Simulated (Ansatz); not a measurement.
# Geometry relaxation, with input and output: Bi (part 1 of 2)

Bi (2 atoms in the cell), computed with DFT r2SCAN, scalar-relativistic, plane waves, PAW, no spin polarisation (Ansatz 0.2.0).

The structure derives from an entry of the Crystallography Open Database. Figures and captions count atoms from 1; the log counts them from 0 in places.

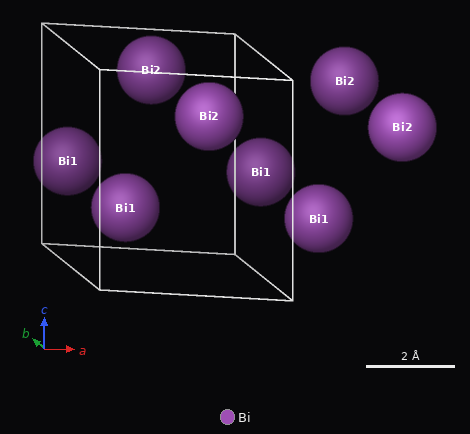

Figure 1. The input geometry (spheres-only view of the cell of the calculation, repeated 2 × 2 × 1, seen slightly off an axis; atoms are numbered from 1 in the order of the input).

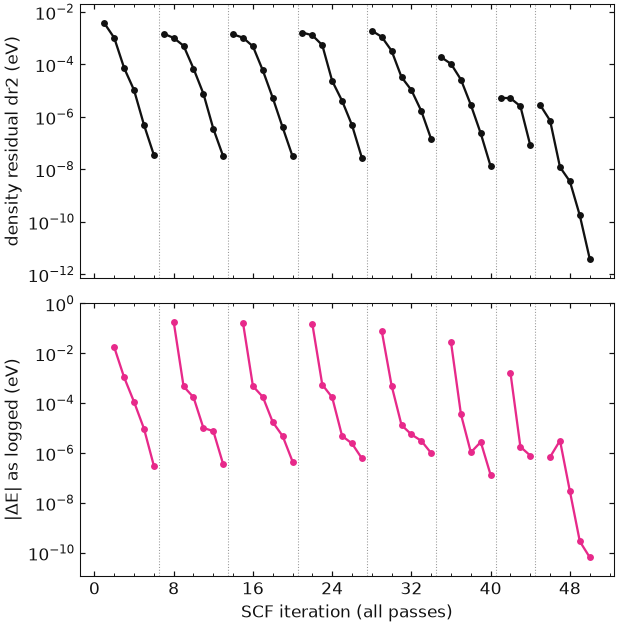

Figure 2. Convergence of the self-consistent field: density residual dr2 and size of the energy change against the SCF iteration. The dotted lines part the SCF passes of the relaxation: geometry steps, rejected trials and re-solves on a re-selected basis. The 8 passes take 4 to 7 iterations each, 50 in all.

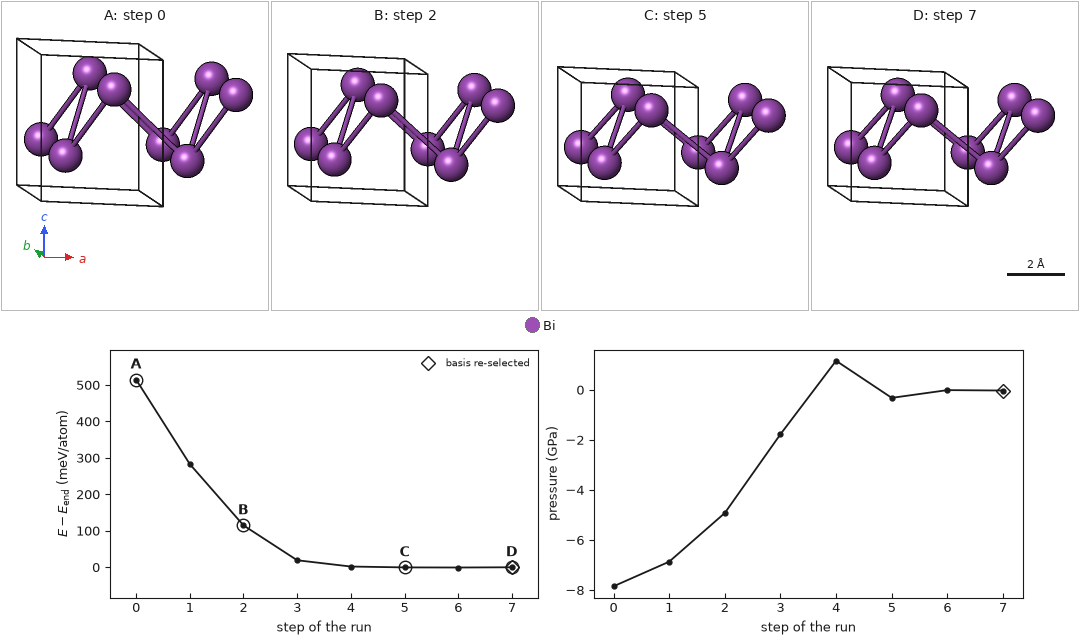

Figure 3. Frames of the relaxation (ball-and-stick view of the cell of the calculation, repeated 2 × 2 × 1, seen slightly off an axis) above the curves, on which the letters mark them (the first geometry is step 0 here and step 1 in the log).

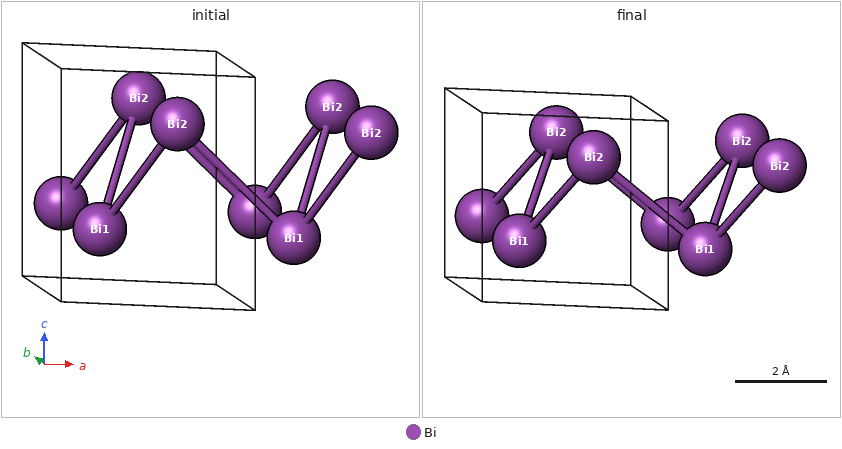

Figure 4. Before (left) and after (right) the relaxation, at one scale (ball-and-stick view of the cell of the calculation, repeated 2 × 2 × 1, seen slightly off an axis). The atoms keep their places relative to the cell (all moves are under 0.005 Å). The drawn cell changes as follows: a = b 4.537 → 4.350 Å (−4.1 %), c 5.200 → 4.215 Å (−18.9 %); the volume changes by −25.5 %. Distances before and after: Bi1–Bi2 3.691 → 3.278 Å. Among the angles that change: Bi2–Bi1–Bi2 89.6° → 80.0°, Bi2–Bi1–Bi2 75.9° → 83.1°, Bi2–Bi1–Bi2 138.4° → 135.0°. The space group stays P6_3/mmc (No. 194). After 6 geometry steps the energy has fallen by 516 meV per atom. All forces vanish by symmetry, so only the cell relaxes. The pressure goes from −7.84 to −0.03 GPa. A last SCF at the same geometry on a re-selected plane-wave basis shifts the energy by +0.6 meV per atom. (Atoms are counted from 1 in the order of the input.)

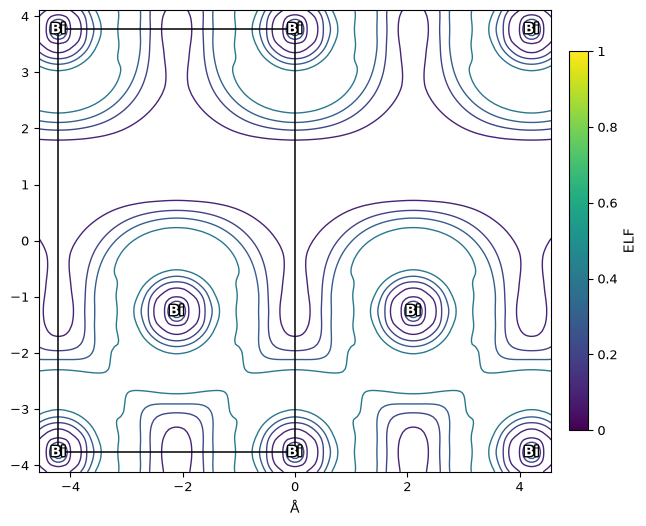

Figure 5. ELF on the (110) plane of the conventional cell. Atoms in the plane: Bi. Bi–Bi (3.28 Å): the ELF is about 0.40 at the midpoint (nearly free electrons, as in a simple metal). The fields are those of the smooth PAW valence density.

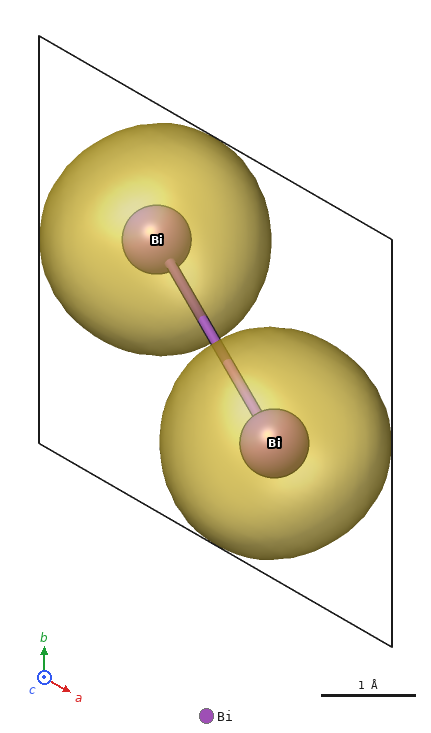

Figure 6. Isosurface of the valence pseudo-density at 0.3 e/Å³ (yellow), seen along the c axis. Sticks mark near contacts. The outline is the cell set on symmetry axes. At this value the density breaks into separate islands; it holds about 80 % of the electrons treated as valence (semicore included). It is pinched off along the Bi–Bi (3.28 Å) contacts. On the grid the lowest density along these lines, outside the cores, is 0.2 e/Å³ (Bi–Bi, 3.28 Å).

The input that produced these results follows, with the program's output.

Input file:
```yaml
crystal:
  lattice:
    - [4.53674, 0.0, 0.0]
    - [-2.26837, 3.9289320904, 0.0]
    - [0.0, 0.0, 5.19983]
  atoms:
    - { symbol: Bi, position: [0.3333333333, 0.6666666667, 0.25] }
    - { symbol: Bi, position: [0.6666666667, 0.3333333333, 0.75] }
basis:
  ecutwfc: 500
kpoints:
  mp_grid: { grid: [12, 12, 8] }
hamiltonian:
  xc: r2scan
scf:
  occupations: { method: gaussian, width: 0.1 }
output:
  forces: true
  stress: true
  eigenvalues: true
  write_density: true
  write_potential: true
  elf: true
  volumetric_format: npy
relax:
  adjacent_minimum: "off"
  f_tol: 0.005
  max_steps: 80
  cell: { stress_tol: 0.05 }
```

Run as:
```bash
ansatz run input.yaml --threads 1 --pin off --max-ram 2560MiB --backend cpu --events-out ev --progress --plain --runs-dir out
```

Output:
```
Engine: ansatz 0.2.0, x86_64-unknown-linux-gnu
Pseudopotentials: kind: paw
Pseudopotential: Bi, paw, valence charge 15, recommended cutoff 500 eV (meta_gga), Bi.paw.azcp
Functional definition: r2SCAN
  parameter k0 = 0.174
  parameter k1 = 0.065
  parameter a1 = 4.9479
  exchange = r2scan_x(k0 = k0, k1 = k1, a1 = a1)
  correlation = r2scan_c
Crystal: 2 atoms, lattice volume = 92.685 Å³
Basis set: ecut = 500 eV, 2377 PW (Γ), exchange–correlation on 144×144×160 points (64 copies of the dense FFT grid, shifted against one another)
Bands: 19, of which v1, the nominal top of the filled ones, is band 15 counted from 1 (14 counted from 0)
Symmetry: 24 space group operations
Space group: P63/mmc (ITA 194), of the structure as read, at distance tolerance 4.5e-5 Å
k-points: 95 of 1152
Non-local potential: Bi, projectors of the file, l = 0: 2, l = 1: 2, l = 2: 2, l = 3: 2
PAW form: soft (Blöchl's): semilocal exchange-correlation on the pseudo side does not see the compensation charge
PAW frozen core: Bi, regenerated for the run's functional (the file was generated under x = pbe(κ = 0.804, μ = 0.2195149727645171), c = pbe(β = 0.06672455060314922))
PAW one-centre angular grid: Bi, 590 points (default); XC on 160 Gauss nodes
Initial density: superposition of atomic densities (neutral atoms: chi_scale 0, normalization atom), corrected by the library's trained network
Initial wavefunctions: pseudopotential atomic-orbital guess
Functional: x = r2scan, c = r2scan; τ floored in thin density (d = 2e-4 eV/Å³)
SCF iter   1: F=—  HF=-24820.760151 eV  |F-HF|=—  |Δ(HF+E_count)|=         —  Δρ=2.64e-3  dr2=3.69e-3  dr2_τ=1.45e-3  ethr=1.77e-3  ⟨swp⟩=6.5  Hψ=8999  notcnv=0
preconditioner: auto → Kerker (q_TF=auto, 2.261 Å⁻¹)  [metal: Δε(μ)=0.043 eV  Ē_g=7.943 eV  σ=0.100 eV  W_gap=0.24  n_scr=20 (ndim 8)  ℏωp=12.2 eV  f_vac=0.006  D(μ)=2.04/eV (n_scr^D=8)]
SCF iter   2: F=—  HF=-24820.777669 eV  |F-HF|=—  |Δ(HF+E_count)|=   1.75e-2  Δρ=1.45e-3  dr2=1.02e-3  dr2_τ=8.35e-5  ethr=1.23e-5  ⟨swp⟩=3.4  Hψ=4735  notcnv=0  defer=8
SCF iter   3: F=—  HF=-24820.778747 eV  |F-HF|=—  |Δ(HF+E_count)|=   1.08e-3  Δρ=3.04e-4  dr2=7.22e-5  dr2_τ=3.16e-6  ethr=3.39e-6  ⟨swp⟩=3.0  Hψ=3298  notcnv=0  defer=8
SCF iter   4: F=—  HF=-24820.778858 eV  |F-HF|=—  |Δ(HF+E_count)|=   1.12e-4  Δρ=8.82e-5  dr2=1.04e-5  dr2_τ=8.53e-8  ethr=2.41e-7  ⟨swp⟩=2.0  Hψ=2304  notcnv=0  defer=8
SCF iter   5: F=—  HF=-24820.778868 eV  |F-HF|=—  |Δ(HF+E_count)|=   9.54e-6  Δρ=1.81e-5  dr2=4.95e-7  dr2_τ=1.79e-8  ethr=3.47e-8  ⟨swp⟩=2.0  Hψ=2273  notcnv=0  defer=8
SCF iter   6: F=-24820.778868 eV  HF=-24820.778868 eV  |F-HF|=5.42e-8  |Δ(HF+E_count)|=   3.06e-7  Δρ=6.10e-6  dr2=3.51e-8  dr2_τ=3.53e-10  ethr=3.33e-10  ⟨swp⟩=12.7  Hψ=15771  notcnv=0
SCF 1 converged in 6 iterations: F = -24820.778868 eV  dr2 = 3.51e-8
  Residual-converged pass: ⟨swp⟩=1.0  Hψ=2187  notcnv=0  max |occ|·‖R‖ = 7.1e-9 eV (tolerance 1.0e-8 eV)  dr2=3.51e-8  dr2_τ=3.53e-10  dr2_onsite=5.52e-10  max |Δocc| = 8.0e-10
  greatest PAW one-centre occupation: 0.986 electrons in one spin orbital (limit 2), on the Bi atom at site 1 (counted from 0), in its partial waves of l = 2
relax step   1: F+E_penalty+E_count = -24820.77886825 eV  Δ(F+E_penalty+E_count) = +0.000e0 eV  max|allowed force component| = 6.231e-17 eV/Å  Δτ_max = 0.0000 Å  P = -7.845 GPa  Ω = 92.685 Å³  (6 SCF iters, dr2 threshold 1.00e-7 eV, accepted)
Crystal: 2 atoms, lattice volume = 83.960 Å³
Basis set: ecut = 500 eV, 2119 PW (Γ), exchange–correlation on 144×144×160 points (64 copies of the dense FFT grid, shifted against one another)
Initial density: handed on by an earlier stage of this run
Initial wavefunctions: those handed on with the density
iter 1 solved again at ethr=7.07e-6 eV; its pass at ethr=3.10e-3 eV (dr2=2.12e-3 eV) is discarded
SCF iter   1: F=—  HF=-24821.056505 eV  |F-HF|=—  |Δ(HF+E_count)|=         —  Δρ=1.14e-3  dr2=1.47e-3  dr2_τ=1.15e-1  ethr=7.07e-6  ⟨swp⟩=3.0  Hψ=13037  notcnv=0
preconditioner: auto → Kerker (q_TF=auto, 2.298 Å⁻¹)  [metal: Δε(μ)=0.012 eV  Ē_g=8.445 eV  σ=0.100 eV  W_gap=0.07  n_scr=20 (ndim 8)  ℏωp=12.8 eV  f_vac=0.000  D(μ)=1.80/eV (n_scr^D=8)]
SCF iter   2: F=—  HF=-24821.241766 eV  |F-HF|=—  |Δ(HF+E_count)|=   1.85e-1  Δρ=8.55e-4  dr2=1.02e-3  dr2_τ=1.12e-5  ethr=4.91e-6  ⟨swp⟩=3.0  Hψ=3895  notcnv=0
SCF iter   3: F=—  HF=-24821.242235 eV  |F-HF|=—  |Δ(HF+E_count)|=   4.70e-4  Δρ=5.69e-4  dr2=5.11e-4  dr2_τ=2.32e-6  ethr=3.40e-6  ⟨swp⟩=1.3  Hψ=1850  notcnv=0
SCF iter   4: F=—  HF=-24821.242408 eV  |F-HF|=—  |Δ(HF+E_count)|=   1.73e-4  Δρ=1.76e-4  dr2=6.92e-5  dr2_τ=2.58e-7  ethr=1.70e-6  ⟨swp⟩=2.0  Hψ=2106  notcnv=0
SCF iter   5: F=—  HF=-24821.242398 eV  |F-HF|=—  |Δ(HF+E_count)|=   1.01e-5  Δρ=1.00e-4  dr2=7.64e-6  dr2_τ=6.10e-8  ethr=2.31e-7  ⟨swp⟩=2.0  Hψ=2278  notcnv=0
SCF iter   6: F=—  HF=-24821.242405 eV  |F-HF|=—  |Δ(HF+E_count)|=   7.59e-6  Δρ=2.06e-5  dr2=3.54e-7  dr2_τ=3.13e-9  ethr=2.55e-8  ⟨swp⟩=3.0  Hψ=3313  notcnv=0
SCF iter   7: F=-24821.242406 eV  HF=-24821.242406 eV  |F-HF|=3.47e-8  |Δ(HF+E_count)|=   3.50e-7  Δρ=5.15e-6  dr2=3.12e-8  dr2_τ=2.69e-10  ethr=6.67e-10  ⟨swp⟩=12.0  Hψ=14195  notcnv=0
SCF 2 converged in 7 iterations: F = -24821.242406 eV  dr2 = 3.12e-8
relax step   2: F+E_penalty+E_count = -24821.24240586 eV  Δ(F+E_penalty+E_count) = -4.635e-1 eV  max|allowed force component| = 7.401e-17 eV/Å  Δτ_max = 0.0000 Å  P = -6.862 GPa  Ω = 83.960 Å³  energy of the carried Pulay correction = +1.033e-3 eV  (7 SCF iters, dr2 threshold 2.00e-7 eV, accepted)
Crystal: 2 atoms, lattice volume = 76.691 Å³
Basis set: ecut = 500 eV, 1907 PW (Γ), exchange–correlation on 144×144×160 points (64 copies of the dense FFT grid, shifted against one another)
iter 1 solved again at ethr=5.44e-6 eV; its pass at ethr=3.10e-3 eV (dr2=1.63e-3 eV) is discarded
SCF iter   1: F=—  HF=-24821.411811 eV  |F-HF|=—  |Δ(HF+E_count)|=         —  Δρ=1.14e-3  dr2=1.39e-3  dr2_τ=1.03e-1  ethr=5.44e-6  ⟨swp⟩=2.6  Hψ=12979  notcnv=0
preconditioner: auto → Kerker (q_TF=auto, 2.333 Å⁻¹)  [metal: Δε(μ)=0.046 eV  Ē_g=8.849 eV  σ=0.100 eV  W_gap=0.25  n_scr=20 (ndim 8)  ℏωp=13.4 eV  f_vac=0.000  D(μ)=1.42/eV (n_scr^D=8)]
SCF iter   2: F=—  HF=-24821.578162 eV  |F-HF|=—  |Δ(HF+E_count)|=   1.66e-1  Δρ=9.53e-4  dr2=1.04e-3  dr2_τ=1.19e-5  ethr=4.65e-6  ⟨swp⟩=3.0  Hψ=3877  notcnv=0
SCF iter   3: F=—  HF=-24821.578644 eV  |F-HF|=—  |Δ(HF+E_count)|=   4.82e-4  Δρ=6.08e-4  dr2=4.85e-4  dr2_τ=2.68e-6  ethr=3.46e-6  ⟨swp⟩=1.1  Hψ=1810  notcnv=0
SCF iter   4: F=—  HF=-24821.578822 eV  |F-HF|=—  |Δ(HF+E_count)|=   1.78e-4  Δρ=1.72e-4  dr2=5.87e-5  dr2_τ=2.09e-7  ethr=1.62e-6  ⟨swp⟩=2.0  Hψ=2246  notcnv=0
SCF iter   5: F=—  HF=-24821.578804 eV  |F-HF|=—  |Δ(HF+E_count)|=   1.74e-5  Δρ=8.89e-5  dr2=5.31e-6  dr2_τ=4.62e-8  ethr=1.96e-7  ⟨swp⟩=2.0  Hψ=2278  notcnv=0
SCF iter   6: F=—  HF=-24821.578809 eV  |F-HF|=—  |Δ(HF+E_count)|=   4.79e-6  Δρ=2.49e-5  dr2=3.97e-7  dr2_τ=3.79e-9  ethr=1.77e-8  ⟨swp⟩=3.0  Hψ=3268  notcnv=0
SCF iter   7: F=-24821.578809 eV  HF=-24821.578809 eV  |F-HF|=3.51e-8  |Δ(HF+E_count)|=   4.55e-7  Δρ=6.42e-6  dr2=3.13e-8  dr2_τ=3.82e-10  ethr=6.67e-10  ⟨swp⟩=11.9  Hψ=14390  notcnv=0
SCF 3 converged in 7 iterations: F = -24821.578809 eV  dr2 = 3.13e-8
relax step   3: F+E_penalty+E_count = -24821.57880948 eV  Δ(F+E_penalty+E_count) = -3.364e-1 eV  max|allowed force component| = 1.318e-16 eV/Å  Δτ_max = 0.0000 Å  P = -4.917 GPa  Ω = 76.691 Å³  energy of the carried Pulay correction = +1.977e-3 eV  (7 SCF iters, dr2 threshold 2.00e-7 eV, accepted)
Crystal: 2 atoms, lattice volume = 70.587 Å³
Basis set: ecut = 500 eV, 1799 PW (Γ), exchange–correlation on 144×144×160 points (64 copies of the dense FFT grid, shifted against one another)
iter 1 solved again at ethr=5.48e-6 eV; its pass at ethr=3.10e-3 eV (dr2=1.65e-3 eV) is discarded
```
